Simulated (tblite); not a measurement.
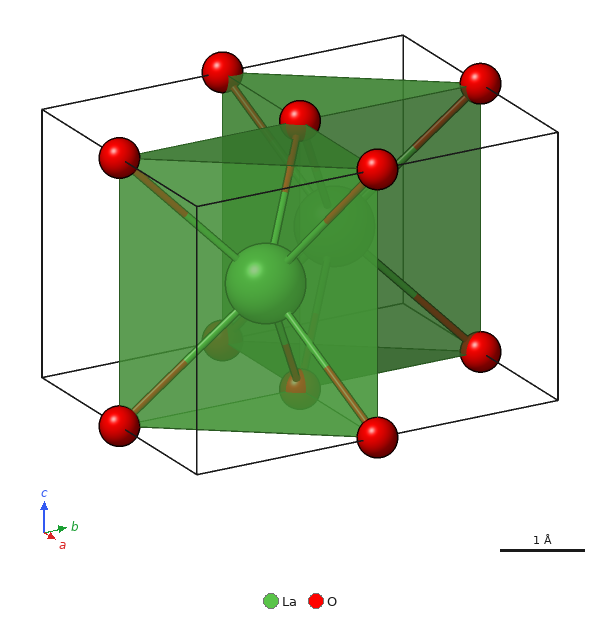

Figure 1. The structure (polyhedral view of the cell of the calculation, seen slightly off an axis; polyhedra are completed across the faces of the cell). An atom can appear more than once, as a periodic image.

Run report: La$_{2}$O$_{3}$, single-point calculation

System: La$_{2}$O$_{3}$ (5 atoms in the cell).
Method: GFN1-xTB tight binding on a periodic cluster of cells at the zone centre (tblite 0.8.0).

The structure derives from an entry of the Crystallography Open Database. The run did not end well. The geometry comes from this level: r2SCAN.

Input:
```python
import json
from ase import Atoms
from ase.build import make_supercell
from ase.units import Bohr, GPa, Hartree
from tblite.interface import Calculator

atoms = Atoms(['La', 'La', 'O', 'O', 'O'],
              cell=[[6.35459133, 0.0, 0.0], [-3.17729567, 5.50323753, 0.0], [0.0, 0.0, 3.27870908]],
              scaled_positions=[[0.333333333, 0.666666667, 0.500075793], [0.666666667, 0.333333333, 0.499924207], [0.500000017, 0.500000017, 0.0], [0.499999983, 0.0, 0.0], [0.0, 0.499999983, 0.0]],
              pbc=True)
cluster = make_supercell(atoms, [[2, 0, 0], [0, 2, 0], [0, 0, 3]])
calc = Calculator('GFN1-xTB', cluster.numbers, cluster.positions / Bohr, lattice=cluster.cell[:] / Bohr, periodic=cluster.pbc)
calc.set('temperature', 0.02 / Hartree)
calc.set('max-iter', 150)
res = calc.singlepoint()
levels = res.get('orbital-energies') * Hartree
nv = round(res.get('orbital-occupations').sum() / 2)
cells = len(cluster) // len(atoms)
out = {'energy_per_cell': res.get('energy') * Hartree / cells, 'homo': levels[nv - 1], 'lumo': levels[nv],
       'stress': (-res.get('virial') * Hartree / cluster.get_volume() / GPa).tolist(), 'charges': res.get('charges')[:len(atoms)].tolist(), 'electrons': 2 * nv / cells}
json.dump(out, open('results.json', 'w'))
for key, value in out.items():
    print(key, value)
```

Machine: 1 thread of Arm Neoverse V2, 24 GiB of memory available, shared host.

Command:
```bash
python run.py
```

Log:
```
------------------------------------------------------------
  cycle        total energy    energy error   density error
------------------------------------------------------------
      1     -151.9800193975  -1.5172672E+02   1.3571069E+00
      2     -170.8492405165  -1.8869221E+01   4.1039997E+00
      3     -167.0115777763   3.8376627E+00   9.8214424E-01
      4     -183.7736166508  -1.6762039E+01   6.6671348E-01
      5     -170.4245685323   1.3349048E+01   7.4303079E-01
      6     -181.6960664214  -1.1271498E+01   5.3061728E-01
      7     -181.7646922705  -6.8625849E-02   5.2530404E-01
      8     -182.4662913902  -7.0159912E-01   4.6755838E-01
      9     -182.5828562777  -1.1656489E-01   4.5946525E-01
     10     -182.9439170471  -3.6106077E-01   4.3531757E-01
     11     -183.0133844786  -6.9467431E-02   4.3042551E-01
     12     -183.0542320663  -4.0847588E-02   4.2751189E-01
     13     -183.1357726861  -8.1540620E-02   4.2119998E-01
     14     -183.3302643309  -1.9449164E-01   4.0626092E-01
     15     -140.1098513062   4.3220413E+01   1.5961549E+00
     16     -175.6632764466  -3.5553425E+01   6.6593077E-01
     17     -174.2544209944   1.4088555E+00   8.9158168E-01
     18     -183.7309369504  -9.4765160E+00   3.3963895E-01
     19     -167.8083537418   1.5922583E+01   1.1127767E+00
     20     -185.5137543249  -1.7705401E+01   2.5657800E-01
     21     -171.1813651458   1.4332389E+01   9.1680566E-01
     22     -195.1888348759  -2.4007470E+01   3.7661453E+00
     23     -220.1892014551  -2.5000367E+01   4.4387790E+00
     24     -247.4467655416  -2.7257564E+01   4.5227935E+00
     25     -195.8561810418   5.1590584E+01   4.4356091E+00
     26     -251.3530778384  -5.5496897E+01   3.5600768E+00
     27     -179.1026068918   7.2250471E+01   6.1361759E-01
     28     -177.8442135275   1.2583934E+00   7.0776950E-01
     29     -178.2848795450  -4.4066602E-01   6.9865900E-01
     30     -178.7042015437  -4.1932200E-01   6.8361763E-01
     31     -179.9468199815  -1.2426184E+00   6.0003173E-01
     32     -181.1650664928  -1.2182465E+00   5.2491666E-01
     33     -181.2357126869  -7.0646194E-02   5.2528792E-01
     34     -181.1885503928   4.7162294E-02   5.3422288E-01
     35     -181.5835837510  -3.9503336E-01   5.1142261E-01
     36     -182.2194316436  -6.3584789E-01   4.6820853E-01
     37     -183.7913396087  -1.5719080E+00   3.6534309E-01
     38     -157.5851116227   2.6206228E+01   1.2492455E+00
     39     -182.4656242559  -2.4880513E+01   4.3538581E-01
     40     -183.3135675028  -8.4794325E-01   3.8737533E-01
     41     -181.4028769383   1.9106906E+00   5.1298080E-01
     42     -182.9995474805  -1.5966705E+00   4.0791575E-01
     43     -185.5620813131  -2.5625338E+00   2.6466617E-01
     44     -166.4136680411   1.9148413E+01   1.0019789E+00
     45     -162.4681039070   3.9455641E+00   1.1002824E+00
     46     -146.3768546539   1.6091249E+01   1.9140905E+00
     47     -139.0682096156   7.3086450E+00   2.4051882E+00
     48     -187.6166434097  -4.8548434E+01   7.5609879E-02
     49     -178.3683292346   9.2483142E+00   6.7386028E-01
     50     -181.8623135115  -3.4939843E+00   4.6553899E-01
     51     -182.7969017097  -9.3458820E-01   4.1549438E-01
     52     -183.6205361296  -8.2363442E-01   3.7049416E-01
     53     -148.2945734161   3.5325963E+01   2.9265885E+00
     54     -187.5000545401  -3.9205481E+01   1.0271413E-01
     55     -182.0944907739   5.4055638E+00   4.4933556E-01
     56     -157.7194910984   2.4375000E+01   2.2635082E+00
     57     -178.0007713422  -2.0281280E+01   1.9064517E+00
     58     -183.6223207962  -5.6215495E+00   3.6495727E-01
     59     -221.5533618458  -3.7931041E+01   4.3183274E+00
     60     -192.1071669443   2.9446195E+01   4.2463422E+00
     61     -221.5267753682  -2.9419608E+01   4.4212334E+00
     62     -180.9143890003   4.0612386E+01   5.3220499E-01
     63     -184.0162805955  -3.1018916E+00   3.4435240E-01
     64     -181.2880916750   2.7281889E+00   5.1929959E-01
     65     -182.1738917445  -8.8580007E-01   4.6258277E-01
     66     -183.1807018227  -1.0068101E+00   4.0004625E-01
     67     -185.7248889070  -2.5441871E+00   2.5791818E-01
     68     -186.4215284358  -6.9663953E-01   2.1274972E-01
     69     -221.0882841944  -3.4666756E+01   2.8030485E+00
     70     -231.3704325557  -1.0282148E+01   3.4068560E+00
     71     -209.5725333308   2.1797899E+01   2.1734706E+00
     72     -241.2082775731  -3.1635744E+01   4.3376170E+00
     73     -240.6964114561   5.1186612E-01   1.7468358E+00
     74     -184.1547517395   5.6541660E+01   3.7627157E-01
     75     -249.7120899319  -6.5557338E+01   4.3553396E+00
     76     -243.6710411953   6.0410487E+00   4.3396976E+00
     77     -181.3355634724   6.2335478E+01   5.4255835E-01
     78     -180.4826209571   8.5294252E-01   5.7997182E-01
     79     -180.4480796206   3.4541336E-02   5.8733054E-01
     80     -181.9475464160  -1.4994668E+00   4.9104044E-01
     81     -181.7254299399   2.2211648E-01   5.0380503E-01
     82     -182.2412852293  -5.1585529E-01   4.6649512E-01
     83     -183.0488458898  -8.0756066E-01   4.1123473E-01
     84     -186.6576138870  -3.6087680E+00   2.3695528E-01
     85     -181.5734824984   5.0841314E+00   8.5186334E-01
     86     -187.0852611585  -5.5117787E+00   1.5454682E-01
     87     -184.3199958832   2.7652653E+00   3.2903023E-01
     88     -221.9479967421  -3.7628001E+01   3.6079279E+00
     89     -181.5336115210   4.0414385E+01   4.7821096E-01
     90     -182.0130801112  -4.7946859E-01   4.7043735E-01
     91     -183.8051752540  -1.7920951E+00   3.6000093E-01
     92     -211.6866712173  -2.7881496E+01   2.7056321E+00
     93     -194.7892634913   1.6897408E+01   1.9801641E+00
     94     -186.8954805307   7.8937830E+00   1.6757634E-01
     95     -217.3136692777  -3.0418189E+01   4.6739104E+00
     96     -175.1692790651   4.2144390E+01   7.7483572E-01
     97     -181.8184629693  -6.6491839E+00   4.7836505E-01
     98     -182.1028185848  -2.8435562E-01   4.7706251E-01
     99     -181.7770276592   3.2579093E-01   5.0400658E-01
    100     -183.3467678311  -1.5697402E+00   3.9634744E-01
    101     -183.7280720198  -3.8130419E-01   3.7097692E-01
    102     -218.0785448276  -3.4350473E+01   2.8005687E+00
    103     -261.1124529823  -4.3033908E+01   3.7319320E+00
    104     -273.4787249982  -1.2366272E+01   4.0465256E+00
    105     -172.0265736099   1.0145215E+02   1.0320649E+00
    106     -176.7827307432  -4.7561571E+00   7.3521506E-01
    107     -178.3136257379  -1.5308950E+00   6.6229012E-01
    108     -180.0155719663  -1.7019462E+00   5.7292777E-01
    109     -182.3383632485  -2.3227913E+00   4.3475972E-01
    110     -272.5264176199  -9.0188054E+01   3.6549329E+00
    111     -167.7439568494   1.0478246E+02   1.4125704E+00
    112     -172.2443042711  -4.5003474E+00   8.0068857E-01
    113     -181.4850822333  -9.2407780E+00   4.6667188E-01
    114     -217.8281640735  -3.6343082E+01   2.8662881E+00
    115     -181.1890308561   3.6639133E+01   5.4200842E-01
    116     -245.5027065996  -6.4313676E+01   4.4899533E+00
    117     -171.5597484895   7.3942958E+01   1.0867102E+00
    118     -180.0453773612  -8.4856289E+00   6.0788797E-01
    119     -183.1463788769  -3.1010015E+00   3.9197988E-01
    120     -242.7293128847  -5.9582934E+01   3.7433135E+00
    121     -166.9850153047   7.5744298E+01   1.5475796E+00
    122     -171.2894131417  -4.3043978E+00   8.2166338E-01
    123     -180.3014346517  -9.0120215E+00   5.3506658E-01
    124     -183.8654058294  -3.5639712E+00   3.4126228E-01
    125     -235.3956753963  -5.1530270E+01   3.9107543E+00
    126     -174.8131572855   6.0582518E+01   8.8398972E-01
    127     -183.4529363843  -8.6397791E+00   3.9186212E-01
    128     -183.7645685127  -3.1163213E-01   3.6670554E-01
    129     -228.2220512842  -4.4457483E+01   3.7579388E+00
    130     -168.7985137320   5.9423538E+01   1.2210842E+00
    131     -180.4715534385  -1.1673040E+01   5.2342984E-01
    132     -185.5477316817  -5.0761782E+00   3.4707947E-01
    133     -219.0905477993  -3.3542816E+01   4.4393956E+00
    134     -169.2703274051   4.9820220E+01   1.2648694E+00
    135     -178.4446536846  -9.1743263E+00   6.4382580E-01
    136     -186.5321860790  -8.0875324E+00   6.4537638E-01
    137     -181.0870489234   5.4451372E+00   5.5533181E-01
    138     -234.1074019697  -5.3020353E+01   4.1992419E+00
    139     -166.6063344099   6.7501068E+01   1.5646170E+00
    140     -172.0186967583  -5.4123623E+00   8.1810888E-01
    141     -181.4724704002  -9.4537736E+00   4.8296567E-01
    142     -225.9883578233  -4.4515887E+01   3.2996457E+00
    143     -246.9417120355  -2.0953354E+01   2.3980989E+00
    144     -239.0147718397   7.9269402E+00   4.4877949E+00
    145     -166.8879794652   7.2126792E+01   1.7993557E+00
    146     -169.9296270150  -3.0416475E+00   8.6411487E-01
    147     -181.6639416390  -1.1734315E+01   4.4851066E-01
    148     -185.3627027903  -3.6987612E+00   2.6005252E-01
    149     -194.1917443609  -8.8290416E+00   4.2897359E+00
    150     -165.8233034437   2.8368441E+01   1.7871417E+00
------------------------------------------------------------

 total:                                   6.177 sec
tblite.exceptions.TBLiteRuntimeError: SCF not converged in 150 cycles
```

Outcome:

```csv
quantity,value
outcome,not converged
space group (tolerance 0.01 Å),P6/mmm (191)
wall time,6.7 s
peak memory,0.11 GiB
```

The run did not converge. Its last values are not results.
